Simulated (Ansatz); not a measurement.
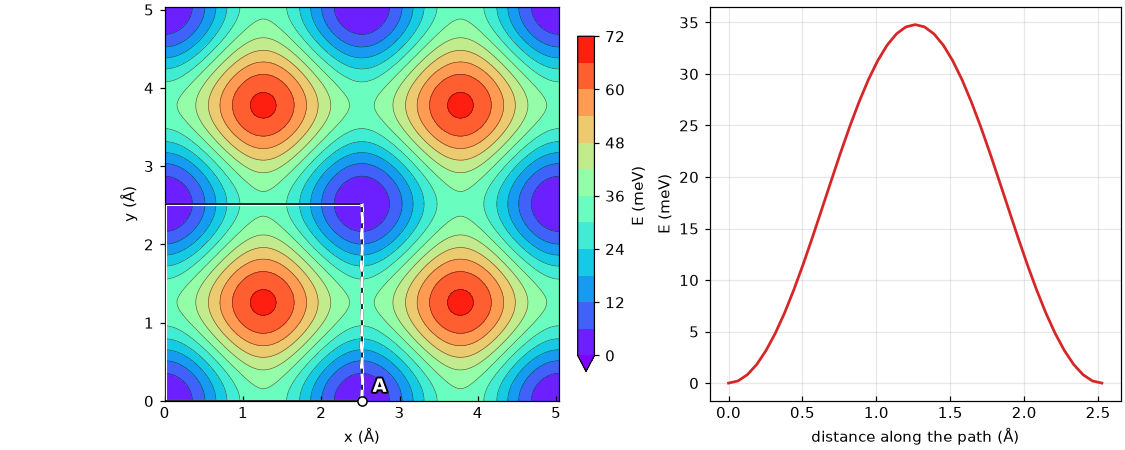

H on a Cu(100) slab cut from the Fm-3m phase, its upper half relaxed before the scan (12 atoms of substrate and one adsorbate in a 2 × 2 cell). H is moved over the surface cell at a fixed height above a rigid substrate; the origin of the map has the adsorbate above Cu9; the height is held at 2.80 Å. Places are given modulo a cell vector. The map is drawn in real space over the plane of the surface. The grid has 6 × 6 points; 10 points were computed and 26 follow by symmetry. Places are given in fractions of the 1 × 1 surface cell. Energies: meV, counted from the lowest grid point. The runs have no spin polarisation, so an open-shell adsorbate far from the surface lies too high. At a fixed height the lowest place need not be the adsorption site. Method: Ansatz, DFT PBE+D3(BJ), scalar-relativistic, plane waves, PAW. Settings: cutoff 420 eV, k-mesh 5×5×1, gaussian smearing 0.1 eV, no spin polarisation.

In the figure: filled contours, a line along the lowest path, the outline of one cell of the 2 × 2 shown, the energy along the path at the right, the start A. Between grid points the surface is interpolated.

Describe the path and its barrier.

The easiest path leads from the well at the top site over a surface Cu atom, (0/6, 0/6) of the cell vectors to its copy one period on. Its highest point lies about 35 meV above the bottom of the first well on the interpolated surface, at a bridge site between two Cu atoms, (0/6, 3/6) of the cell vectors. This is the barrier on the constrained surface; relaxing the other coordinates would change it.

PAW datasets: the set soft_1.
